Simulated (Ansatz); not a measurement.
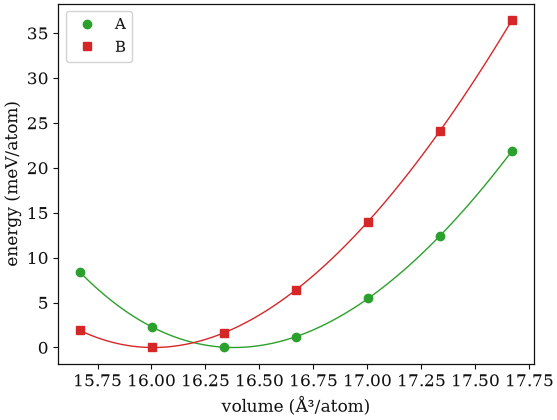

The figure compares two calculations of the energy against volume, each curve from its own zero. The first is for Al, space group P6_3/mmc (No. 194).

The cell holds 2 atoms.

Method: all-electron LAPW DFT, no spin polarisation; energies at scaled volumes of the given cell, shape and fractions fixed, counted from the fit's minimum, third-order Birch-Murnaghan fit (Ansatz 0.2.0). Level: LDA.

| setting | value |
| --- | --- |
| k mesh | 11×11×6 |
| occupations | Fermi–Dirac |
| smearing width | 0.05 eV |
| potentials | all electron LAPW, scalar relativistic |
| program settings | basis error eV/atom 0.001 |

In the second, the level changes from LDA to PBEsol.

### Which of A and B is the second calculation, and what did the change do?

A. The equilibrium volume rises from 16.01 to 16.38 Å³/atom (+2.3 %) and the bulk modulus falls from 81.3 to 79.7 GPa (−2.0 %).

For both, limits of the calculation: shape and atomic fractions are frozen while scaling, which makes layered, chain and framework solids too stiff.

V0 and the bulk modulus come from third-order Birch–Murnaghan fits.
